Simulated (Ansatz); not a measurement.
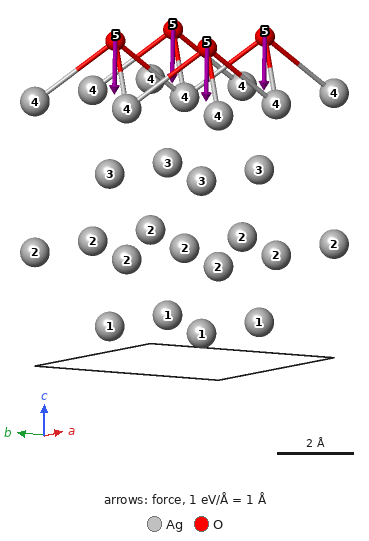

Starting geometry of a slab of composition Ag4O with the computed forces as purple arrows. The picture is a ball-and-stick view of the 2 × 2 repeat of the cell, outlined in the plane, without the vacuum, seen from a free direction.

4 atoms are held fixed.

Method: DFT PBEsol, scalar-relativistic, plane waves, PAW; settings changed in Ansatz 0.2.0.

Input file:
```yaml
crystal:
  lattice:
    - [2.8669036825, 0.0, 0.0]
    - [0.0, 2.8669036825, 0.0]
    - [0.0, 0.0, 25.0816211046]
  atoms:
    - { symbol: Ag, position: [0.5, 0.5, 0.3388935654] }
    - { symbol: Ag, position: [0.0, 0.0, 0.4197179677] }
    - { symbol: Ag, position: [0.5, 0.5, 0.500816276] }
    - { symbol: Ag, position: [0.0, 0.0, 0.5799214924] }
    - { symbol: O, position: [0.3333333333, 0.3333333333, 0.6453080156] }
basis:
  ecutwfc: 420
  xc_grid: 2
kpoints:
  mp_grid: { grid: [10, 10, 1] }
hamiltonian:
  xc: pbesol
scf:
  occupations: { method: gaussian, width: 0.05 }
output:
  forces: true
  eigenvalues: true
relax:
  adjacent_minimum: "off"
  f_tol: 0.02
  max_steps: 25
  constraints: [{ sites: [0, 1, 2, 3] }, { site: 4, fix: xy }]
efield:
  axis: 3
  dipole_correction: true
  ramp_width: 0.04
```

Run as
```bash
ansatz run input.yaml --threads 2 --pin off --max-ram 5120MiB --backend cpu --events-out ev --progress --plain --runs-dir out
```

Question: Is this structure relaxed? If not, where do the atoms go?

Answer: It isn't relaxed: the largest force vector, on O5, is 1.46 eV/Å. The atoms end up moving mostly along the starting forces (cosine between the two patterns 1.00). O5 moves most: 0.32 Å along the normal (−c). Ag stays in place. The cell stays as it was. Among the contacts that change: Ag4–O5 2.125 → 1.890 Å, Ag4–O5 (another image) 2.694 → 2.512 Å. Over 4 geometry steps the energy falls by 0.286 eV per cell of the calculation. Largest force component: 1.5 eV/Å at the start, 0.0004 eV/Å at the end.
